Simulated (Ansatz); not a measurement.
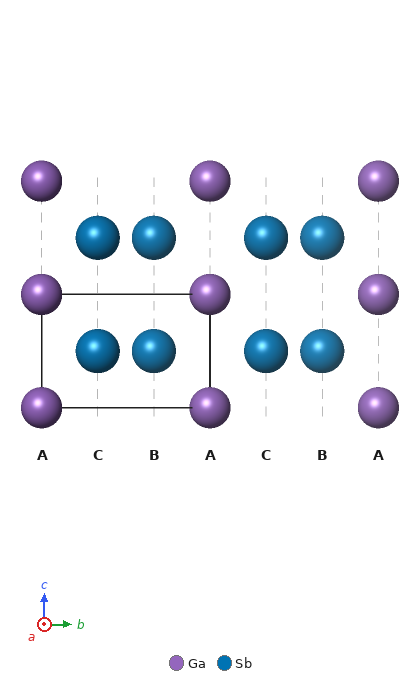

Projection along an edge of the hexagonal mesh, stacking direction c upwards. The dashed lines mark the three columns A (0, 0), B (1/3, 2/3) and C (2/3, 1/3). The sequence starts with the first layer at or above the cell's origin.

GaSb₂: the geometry relaxed with DFT PBE, scalar-relativistic, plane waves, PAW in Ansatz 0.2.0; the starting structure was generated, so it need not be a known form of this composition.

Read off the stacking sequence over one period.

Answer. Ga(A) – Sb(B)+Sb(C) (two layers in 3.15 Å).
